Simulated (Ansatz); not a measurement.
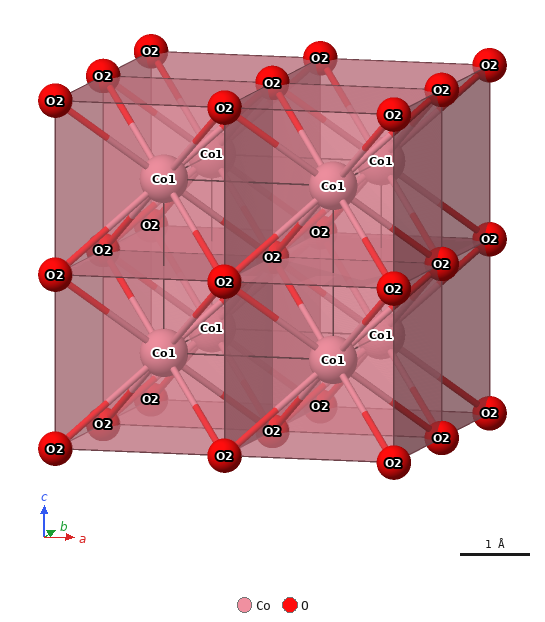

Figure 1. The input geometry of run 1 (polyhedral view of the cell of the calculation, seen slightly off an axis; polyhedra are completed across the faces of the cell; atoms are numbered from 1 in the order of the input). An atom can appear more than once, as a periodic image.

# Two runs on CoO

System: CoO (Pm-3m, 2 atoms in the cell).
Method of run 1: DFT PBEsol, scalar-relativistic, plane waves, PAW, spin-polarised (Ansatz 0.2.0).

The structure was built on a prototype by a generator; it need not be a known phase. Text and figures count atoms from 1; the logs count them from 0 in places.

The input, run 1:
```yaml
crystal:
  lattice:
    - [2.5724609762, 0.0, 0.0]
    - [0.0, 2.5724609762, 0.0]
    - [0.0, 0.0, 2.5724609762]
  atoms:
    - { symbol: Co, position: [0.0, 0.0, 0.0] }
    - { symbol: O, position: [0.5, 0.5, 0.5] }
basis:
  ecutwfc: 420
kpoints:
  mp_grid: { grid: [16, 16, 16] }
hamiltonian:
  xc: pbesol
scf:
  occupations: { method: gaussian, width: 0.1 }
  lower_state_search: "off"
output:
  forces: true
  stress: true
  eigenvalues: true
magnetization:
  spin_polarized: true
  initial_magnetization: 0.0
  spin_locking: { lock_magnetization: hard }
```

Command:
```bash
ansatz run input.yaml --threads 1 --pin off --max-ram 2560MiB --backend cpu --events-out ev --progress --plain --runs-dir out
```

Hardware: 1 thread of Intel Xeon @ 2.50GHz (Skylake/Cascade Lake), 189 GiB of memory available, shared host.

Output, shortened to warnings, some set-up lines, iterations and results (run 1):
```
Warning: output.stress: scf.convergence.dr2_threshold = 1e-7 eV (the SCF's general default) is looser than the 2e-10 eV advised for a printed stress (1e-10 eV for each atom of the cell: 2). What an SCF threshold leaves in a stress goes as its square root, and in the free energy as the threshold itself, and one threshold admits the most on a small cell: of the crystals measured, under no hybrid …
Basis set: ecut = 420 eV, 341 PW (Γ), exchange–correlation on 36×36×36 points (8 copies of the dense FFT grid, shifted against one another)
Symmetry: 48 space group operations
k-points: 165 of 4096
Initial density: superposition of atomic densities (chi_scale 0.1, normalization cell, long waves kept (reshape's long-wave potential 0.00 eV rms))
[...]
SCF iter   1: F=—  HF=-5657.312022 eV  |F-HF|=—  |Δ(HF+E_count)|=         —  Δρ=3.28e-1 (↑3.28e-1 ↓3.28e-1)  dr2=6.36e1  dr2_m=0.00e0  M=0.000 μB ∫|m|=0.000 μB  β_m=0.30  …
SCF iter   2: F=—  HF=-5652.241782 eV  |F-HF|=—  |Δ(HF+E_count)|=    5.07e0  Δρ=1.32e-1 (↑1.32e-1 ↓1.32e-1)  dr2=5.49e0  dr2_m=0.00e0  M=0.000 μB ∫|m|=0.000 μB  β_m=0.26  …
SCF iter   3: F=—  HF=-5651.324546 eV  |F-HF|=—  |Δ(HF+E_count)|=   9.17e-1  Δρ=5.92e-2 (↑5.92e-2 ↓5.92e-2)  dr2=9.79e-1  dr2_m=0.00e0  M=0.000 μB ∫|m|=0.000 μB  β_m=0.34  …
SCF iter   4: F=—  HF=-5651.218878 eV  |F-HF|=—  |Δ(HF+E_count)|=   1.06e-1  Δρ=8.39e-3 (↑8.39e-3 ↓8.39e-3)  dr2=1.79e-2  dr2_m=0.00e0  M=0.000 μB ∫|m|=0.000 μB  β_m=0.53  …
SCF iter   5: F=—  HF=-5651.261918 eV  |F-HF|=—  |Δ(HF+E_count)|=   4.30e-2  Δρ=1.73e-2 (↑1.73e-2 ↓1.73e-2)  dr2=1.74e-1  dr2_m=0.00e0  M=0.000 μB ∫|m|=0.000 μB  β_m=0.53  …
SCF iter   6: F=—  HF=-5651.249010 eV  |F-HF|=—  |Δ(HF+E_count)|=   1.29e-2  Δρ=1.02e-2 (↑1.02e-2 ↓1.02e-2)  dr2=5.75e-2  dr2_m=0.00e0  M=0.000 μB ∫|m|=0.000 μB  β_m=0.52  …
SCF iter   7: F=—  HF=-5651.242085 eV  |F-HF|=—  |Δ(HF+E_count)|=   6.93e-3  Δρ=1.81e-3 (↑1.81e-3 ↓1.81e-3)  dr2=1.51e-3  dr2_m=0.00e0  M=0.000 μB ∫|m|=0.000 μB  β_m=0.59  …
SCF iter   8: F=—  HF=-5651.242016 eV  |F-HF|=—  |Δ(HF+E_count)|=   6.87e-5  Δρ=1.45e-3 (↑1.45e-3 ↓1.45e-3)  dr2=1.14e-3  dr2_m=0.00e0  M=0.000 μB ∫|m|=0.000 μB  β_m=0.80  …
SCF iter   9: F=—  HF=-5651.241860 eV  |F-HF|=—  |Δ(HF+E_count)|=   1.56e-4  Δρ=2.80e-5 (↑2.80e-5 ↓2.80e-5)  dr2=1.11e-7  dr2_m=0.00e0  M=0.000 μB ∫|m|=0.000 μB  β_m=0.74  …
SCF iter  10: F=—  HF=-5651.241870 eV  |F-HF|=—  |Δ(HF+E_count)|=   1.06e-5  Δρ=1.96e-5 (↑1.96e-5 ↓1.96e-5)  dr2=1.62e-7  dr2_m=0.00e0  M=0.000 μB ∫|m|=0.000 μB  β_m=0.74  …
SCF iter  11: F=-5651.241870 eV  HF=-5651.241870 eV  |F-HF|=3.17e-10  |Δ(HF+E_count)|=   1.72e-8  Δρ=9.72e-7 (↑9.72e-7 ↓9.72e-7)  dr2=4.91e-10  dr2_m=0.00e0  M=0.000 μB …
SCF 1 converged in 11 iterations: F = -5651.241870 eV  dr2 = 4.91e-10
SCF converged after 11 iterations
Stability checked in part: among states of this total moment the steps that led to this state did not find it unstable. No probe was made; neither looks for a lower state of another moment (fixed_total_moment; see scf.lower_state_search)
Magnetization: 0.0000 μB (11.5000 up, 11.5000 down)
Absolute magnetization: 0.0000 μB (∫|ρ↑−ρ↓|)
Spin contamination: 0.0000 ħ² per cell (⟨S²⟩ above its minimum at these occupations)
Per-site moments (μB) at R_I (Å): [(0.0, 0.9189743291987429), (0.0, 0.9189743291987429)]
Free energy (F): -5651.241870 eV
Harris-Foulkes:  -5651.241870 eV  (|F-HF|=3.17e-10)
Internal energy: -5651.220620 eV  (E = F + TS)
E sigma→0 (E₀):  -5651.231245 eV
Entropy (-TS):   -0.021250 eV (-10.625 meV/atom)
Fermi energy:    15.873189 (↑ 15.873189, ↓ 15.873189) eV
--- Per-component energies (eV) ---
  E_band       = -252.309985
  E_kinetic    = 620.550204
  E_local      = -3199.201603  (includes V_loc(G=0)·N_el)
  E_nonlocal   = 514.227541
  E_hartree    = 1316.609724
  E_xc         = -227.588464
  E_vxc        = -294.069780  (∫ρ·V_xc dr)
  E_paw        = -1637.332491  (= ΣΔE_a)
  E_vpaw       = -527.039426  (= ΣTr[D̂ρ^β])
  E_aug_tail   = 0.002436  (compensation charges beyond the density's cutoff)
  E_ewald      = -3038.711674
  E_core_change = 0.223707  (= ΣΔE_core)
  E_smearing   = -0.021250  (= −TS)
  E_closure    = -0.000000  (closes the sum)
  Σ components = -5651.241870   (vs F -5651.241870, Δ=0.00e0)
--- Forces (eV/Å), atoms counted from 1 ---
  atom   1  Co    -0.00000000     0.00000000     0.00000000
  atom   2  O      0.00000000    -0.00000000     0.00000000
  max |Σ_I F_I| component: 1.93e-29 eV/Å
--- Stress (GPa, compression-positive) ---
      -15.461591       0.000000       0.000000
        0.000000     -15.461591       0.000000
        0.000000       0.000000     -15.461591
  P = ⅓ Tr σ = -15.4616 GPa (-154.616 kbar)
```

The input of run 2 differs as follows (lines with − go, lines with + come):
```diff
-  initial_magnetization: 0.0
+  initial_magnetization: 2.5
```

Predict how the results change.

The total moment is fixed by the input in run 1 and run 2, so the state need not be the lowest. With the same functional and potentials, run 2 lies 195.6 meV per atom lower. The net moment of the cell goes from 0.00 to 2.50 μB. The pressure goes from −15.46 to −4.80 GPa. The number of SCF iterations is the same. On the same kind of shared host run 2 took about 1.8 times as long.

Output, shortened to warnings, some set-up lines, iterations and results (run 2):
```
Warning: output.stress: scf.convergence.dr2_threshold = 1e-7 eV (the SCF's general default) is looser than the 2e-10 eV advised for a printed stress (1e-10 eV for each atom of the cell: 2). What an SCF threshold leaves in a stress goes as its square root, and in the free energy as the threshold itself, and one threshold admits the most on a small cell: of the crystals measured, under no hybrid …
Basis set: ecut = 420 eV, 341 PW (Γ), exchange–correlation on 36×36×36 points (8 copies of the dense FFT grid, shifted against one another)
Symmetry: 48 space group operations
k-points: 165 of 4096
Initial density: superposition of atomic densities (chi_scale 0.1, normalization cell, long waves kept (reshape's long-wave potential 0.00 eV rms))
[...]
SCF iter   1: F=—  HF=-5655.636122 eV  |F-HF|=—  |Δ(HF+E_count)|=         —  Δρ=2.79e-1 (↑2.64e-1 ↓2.79e-1)  dr2=4.27e1  dr2_m=5.98e-2  M=2.500 μB ∫|m|=2.500 μB  β_m=0.30  …
SCF iter   2: F=—  HF=-5651.441208 eV  |F-HF|=—  |Δ(HF+E_count)|=    4.19e0  Δρ=2.05e-1 (↑6.96e-2 ↓2.05e-1)  dr2=1.60e0  dr2_m=2.59e0  M=2.500 μB ∫|m|=2.515 μB  β_m=0.27  …
SCF iter   3: F=—  HF=-5651.307482 eV  |F-HF|=—  |Δ(HF+E_count)|=   1.34e-1  Δρ=1.52e-1 (↑6.67e-2 ↓1.52e-1)  dr2=6.36e-1  dr2_m=1.75e0  M=2.500 μB ∫|m|=2.518 μB  β_m=0.24  …
SCF iter   4: F=—  HF=-5651.473411 eV  |F-HF|=—  |Δ(HF+E_count)|=   1.66e-1  Δρ=7.83e-2 (↑5.81e-2 ↓7.83e-2)  dr2=7.67e-2  dr2_m=6.75e-1  M=2.500 μB ∫|m|=2.519 μB  β_m=0.44  …
SCF iter   5: F=—  HF=-5651.643373 eV  |F-HF|=—  |Δ(HF+E_count)|=   1.70e-1  Δρ=1.85e-2 (↑1.85e-2 ↓1.34e-2)  dr2=8.49e-2  dr2_m=1.81e-3  M=2.500 μB ∫|m|=2.531 μB  β_m=0.47  …
SCF iter   6: F=—  HF=-5651.632918 eV  |F-HF|=—  |Δ(HF+E_count)|=   1.05e-2  Δρ=1.18e-2 (↑4.67e-3 ↓1.18e-2)  dr2=2.88e-2  dr2_m=2.52e-3  M=2.500 μB ∫|m|=2.532 μB  β_m=0.73  …
SCF iter   7: F=—  HF=-5651.633706 eV  |F-HF|=—  |Δ(HF+E_count)|=   7.88e-4  Δρ=5.15e-3 (↑1.91e-3 ↓5.15e-3)  dr2=5.64e-3  dr2_m=4.92e-4  M=2.500 μB ∫|m|=2.529 μB  β_m=0.87  …
SCF iter   8: F=—  HF=-5651.633117 eV  |F-HF|=—  |Δ(HF+E_count)|=   5.89e-4  Δρ=5.44e-4 (↑4.28e-4 ↓5.44e-4)  dr2=5.53e-6  dr2_m=3.45e-5  M=2.500 μB ∫|m|=2.528 μB  β_m=0.93  …
SCF iter   9: F=—  HF=-5651.633146 eV  |F-HF|=—  |Δ(HF+E_count)|=   2.87e-5  Δρ=8.63e-4 (↑2.25e-5 ↓8.63e-4)  dr2=1.09e-4  dr2_m=2.87e-5  M=2.500 μB ∫|m|=2.528 μB  β_m=0.93  …
SCF iter  10: F=—  HF=-5651.633131 eV  |F-HF|=—  |Δ(HF+E_count)|=   1.46e-5  Δρ=3.48e-5 (↑3.13e-5 ↓3.48e-5)  dr2=5.14e-7  dr2_m=2.64e-8  M=2.500 μB ∫|m|=2.528 μB  β_m=0.91  …
SCF iter  11: F=-5651.633131 eV  HF=-5651.633131 eV  |F-HF|=3.62e-9  |Δ(HF+E_count)|=   5.29e-8  Δρ=4.61e-6 (↑2.03e-6 ↓4.61e-6)  dr2=3.76e-9  dr2_m=3.68e-10  M=2.500 μB …
SCF 1 converged in 11 iterations: F = -5651.633131 eV  dr2 = 3.76e-9
SCF converged after 11 iterations
Stability checked in part: among states of this total moment the steps that led to this state did not find it unstable. No probe was made; neither looks for a lower state of another moment (fixed_total_moment; see scf.lower_state_search)
Magnetization: 2.5000 μB (12.7500 up, 10.2500 down)
Absolute magnetization: 2.5276 μB (∫|ρ↑−ρ↓|, with the PAW one-centre terms)
Spin contamination: 0.0111 ħ² per cell (⟨S²⟩ above its minimum at these occupations)
Per-site moments (μB) at R_I (Å): [(2.133199314462878, 0.9189743291987429), (0.33191843598376475, 0.9189743291987429)]
Free energy (F): -5651.633131 eV
Harris-Foulkes:  -5651.633131 eV  (|F-HF|=3.62e-9)
Internal energy: -5651.618435 eV  (E = F + TS)
E sigma→0 (E₀):  -5651.625783 eV
Entropy (-TS):   -0.014696 eV (-7.348 meV/atom)
Fermi energy:    15.908876 (↑ 15.729148, ↓ 16.088603) eV
--- Per-component energies (eV) ---
  E_band       = -255.236042
  E_kinetic    = 620.008898
  E_local      = -3195.695350  (includes V_loc(G=0)·N_el)
  E_nonlocal   = 514.532471
  E_hartree    = 1313.285208
  E_xc         = -227.516605
  E_vxc        = -293.968837  (∫ρ·V_xc dr)
  E_paw        = -1637.747570  (= ΣΔE_a)
  E_vpaw       = -526.682267  (= ΣTr[D̂ρ^β])
  E_aug_tail   = 0.002481  (compensation charges beyond the density's cutoff)
  E_ewald      = -3038.711674
  E_core_change = 0.223707  (= ΣΔE_core)
  E_smearing   = -0.014696  (= −TS)
  E_closure    = 0.000000  (closes the sum)
  Σ components = -5651.633131   (vs F -5651.633131, Δ=0.00e0)
--- Forces (eV/Å), atoms counted from 1 ---
  atom   1  Co    -0.00000000     0.00000000     0.00000000
  atom   2  O     -0.00000000    -0.00000000     0.00000000
  max |Σ_I F_I| component: 6.11e-30 eV/Å
--- Stress (GPa, compression-positive) ---
       -4.799554       0.000000       0.000000
       -0.000000      -4.799554       0.000000
        0.000000       0.000000      -4.799554
  P = ⅓ Tr σ = -4.7996 GPa (-47.996 kbar)
```

The two runs side by side:

| quantity | run 1 | run 2 |
| --- | --- | --- |
| outcome | converged | converged |
| free energy per atom (eV) | −2825.6209 | −2825.8166 |
| energy per atom, smearing taken to zero (eV) | −2825.6156 | −2825.8129 |
| gap on the mesh (eV) | 0.00 | 0.00 |
| net moment of the cell (μB) | 0.00 | 2.50 |
| absolute moment of the cell (μB) | 0.00 | 2.53 |
| pressure (GPa) | −15.46 | −4.80 |
| largest force (eV/Å) | 0.000 | 0.000 |
| SCF iterations | 11 | 11 |
| irreducible k-points | 165 | 165 |
| plane waves at Γ | 341 | 341 |
| wall time (shared host) | 10 s | 18 s |

For both runs: Warnings: the SCF threshold is looser than advised for the printed stress. For run 1: The cell is under a tension of 15.5 GPa at this level, so it is not at its equilibrium volume.
